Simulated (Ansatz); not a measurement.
Here is a crystal structure:

```xyz
6
Lattice="2.5037 0.0000 0.0000 -1.2518 2.1682 0.0000 0.0000 0.0000 24.5756" Properties=species:S:1:pos:R:3 pbc="T T T"
Cu    0.0000    0.0000    9.1855
Cu    1.2518    0.7227    7.1174
Cu    0.0000    1.4455   11.2554
Cu    0.0000    0.0000   15.3901
Cu    1.2518    0.7227   13.3202
Cu    0.0000    1.4455   17.4581
```

> Give a crystallographic description of this input.

The element is copper. The cell holds six atoms. Cu takes three kinds of site: 2c with twelve Cu in a cuboctahedral arrangement at 2.50 to 2.52 Å; 2d with nine Cu at 2.50 to 2.52 Å; 2d with twelve Cu in a cuboctahedral arrangement at 2.50 to 2.52 Å. The bonds build Cu layers parallel to (001).

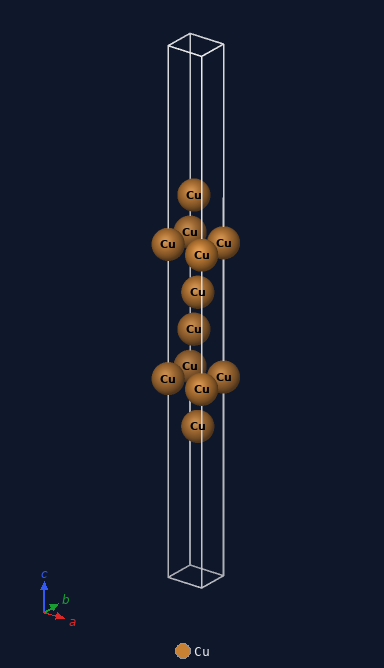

The crystal in a spheres-only representation, seen slightly off an axis. The simulation cell is outlined; an atom on or near a face, edge or corner is repeated at each equivalent position.

The structure comes from a structure listed in the Materials Project. Earlier steps of the study may have refined or changed the cell and positions. It went into a calculation with Ansatz.
